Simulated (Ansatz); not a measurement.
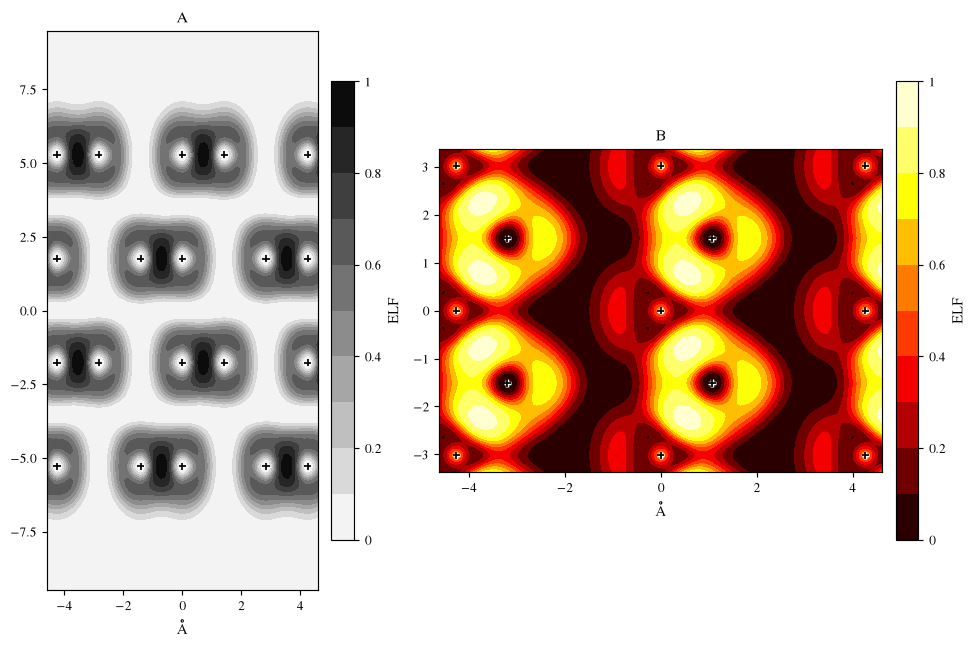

The ELF of 2 systems, each on a plane through atoms (crosses mark nuclei in the plane).

All numbers below come from DFT r2SCAN, scalar-relativistic, plane waves, PAW in Ansatz 0.2.0.

System 1: C (slab), the (110) plane of the calculation cell, a cut from vacuum to vacuum. 

```
CELL_PARAMETERS angstrom
2.45589 0.00000 0.00000
-1.22795 2.12687 0.00000
0.00000 0.00000 46.22162
ATOMIC_POSITIONS crystal
C 0.00000 0.00000 0.38570
C 0.66667 0.33333 0.38570
C 0.00000 0.00000 0.46183
C 0.33333 0.66667 0.46183
C 0.00000 0.00000 0.53817
C 0.66667 0.33333 0.53817
C 0.00000 0.00000 0.61430
C 0.33333 0.66667 0.61430
```

System 2: SiC, the (101) plane of the conventional cell. Space group F-43m; changed on purpose from its base cell (volume × 0.94); computed pressure about 16 GPa in this cell.

```yaml
crystal:
  lattice:
    - [4.26742, 0.00000, 0.00000]
    - [0.00000, 0.00000, -4.26742]
    - [0.00000, 4.26742, 0.00000]
  atoms:
    - { symbol: Si, position: [0.50000, 0.50000, 0.00000] }
    - { symbol: Si, position: [0.00000, 0.50000, 0.50000] }
    - { symbol: Si, position: [0.00000, 0.00000, 0.00000] }
    - { symbol: Si, position: [0.50000, 0.00000, 0.50000] }
    - { symbol: C, position: [0.25000, 0.75000, 0.25000] }
    - { symbol: C, position: [0.75000, 0.75000, 0.75000] }
    - { symbol: C, position: [0.75000, 0.25000, 0.25000] }
    - { symbol: C, position: [0.25000, 0.25000, 0.75000] }
```

Which map belongs to which system?

Panel A is system 1, C: the plane holds C. C–C (1.42 Å): the ELF peaks at about 0.95 between the atoms: localised, covalent bonding. Panel B is system 2, SiC: the plane holds Si and C. Si–C (1.85 Å): the ELF peaks at about 0.95 between the atoms: localised, covalent bonding.
